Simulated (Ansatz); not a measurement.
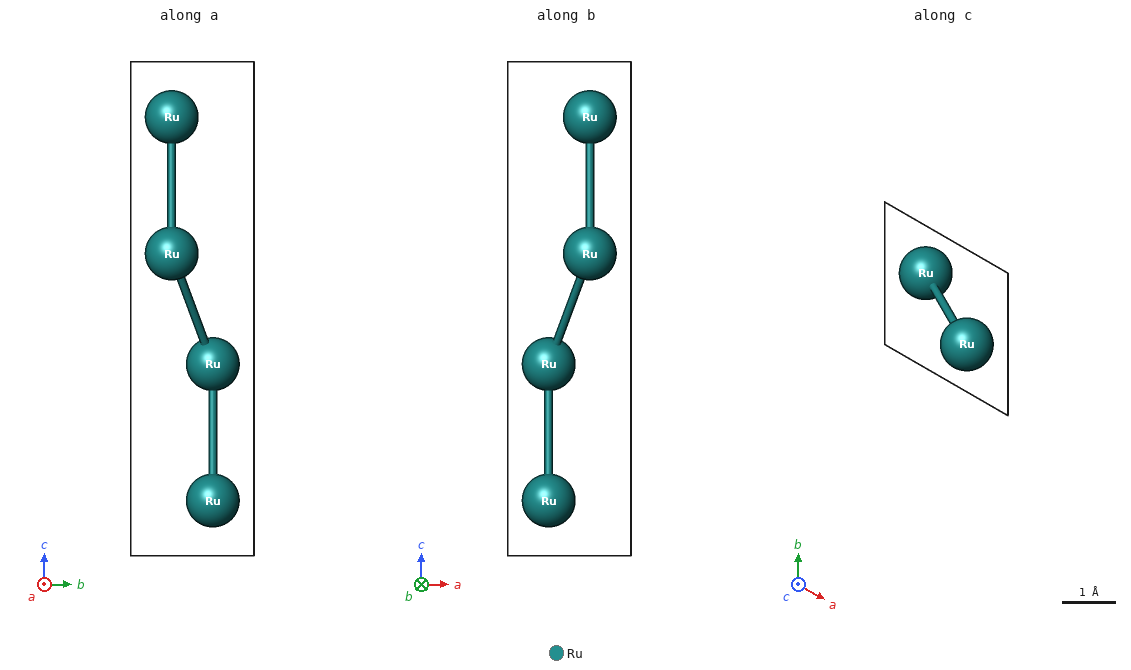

A ball-and-stick rendering, viewed along the a axis, along the b axis and along the c axis. The parallelepiped is the conventional unit cell.

Lattice parameters: a = 2.6885 Å, b = 2.6885 Å, c = 9.3228 Å, α = 90.000°, β = 90.000°, γ = 120.000°.

Write the structure as a CIF in P1 with every atom of the cell, with free fractional coordinates to two decimals.

Answer.
```cif
data_structure
_symmetry_space_group_name_H-M 'P 1'
_symmetry_Int_Tables_number 1
_cell_length_a 2.6885
_cell_length_b 2.6885
_cell_length_c 9.3228
_cell_angle_alpha 90.000
_cell_angle_beta 90.000
_cell_angle_gamma 120.000
_cell_volume 58.36
loop_
_atom_site_label
_atom_site_type_symbol
_atom_site_fract_x
_atom_site_fract_y
_atom_site_fract_z
_atom_site_occupancy
Ru1 Ru 0.3333 0.6667 0.11 1
Ru2 Ru 0.6667 0.3333 0.61 1
Ru3 Ru 0.3333 0.6667 0.39 1
Ru4 Ru 0.6667 0.3333 0.89 1
```

It goes back to a structure type filled with this element by a generator (whether the element takes this form wasn't checked). It is drawn as it came out of a relaxation with Ansatz, DFT PBE, scalar-relativistic, plane waves, PAW.
